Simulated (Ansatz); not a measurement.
Cell and atoms:

```xyz
4
Lattice="2.4552 0.0000 0.0000 -1.2276 2.1263 0.0000 0.0000 0.0000 7.9648" Properties=species:S:1:pos:R:3 pbc="T T T"
Co    0.0000    0.0000    0.0000
Co    0.0000    1.4175    1.9912
Co    0.0000    0.0000    3.9824
Co    1.2276    0.7088    5.9736
```

### Characterise the structure given above.

The element is cobalt. The structure has P6_3/mmc (No. 194) symmetry and a primitive hexagonal lattice. The arrangement is known as double hexagonal close-packed (α-La type). The cell holds four atoms. The coordination shell of Co holds twelve Co at 2.44 to 2.46 Å. The bonds build a three-dimensional framework.

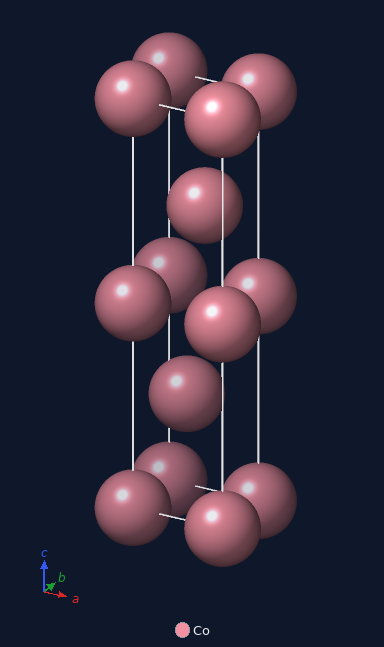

We look at a spheres-only model of the crystal slightly off an axis. Atoms at the boundary of the conventional unit cell (the box) are drawn once for each face, edge or corner they touch.

Its origin is a structure listed in the Materials Project. Earlier steps of the study may have refined or changed the cell and positions. An electronic-structure calculation with Ansatz was run on it.
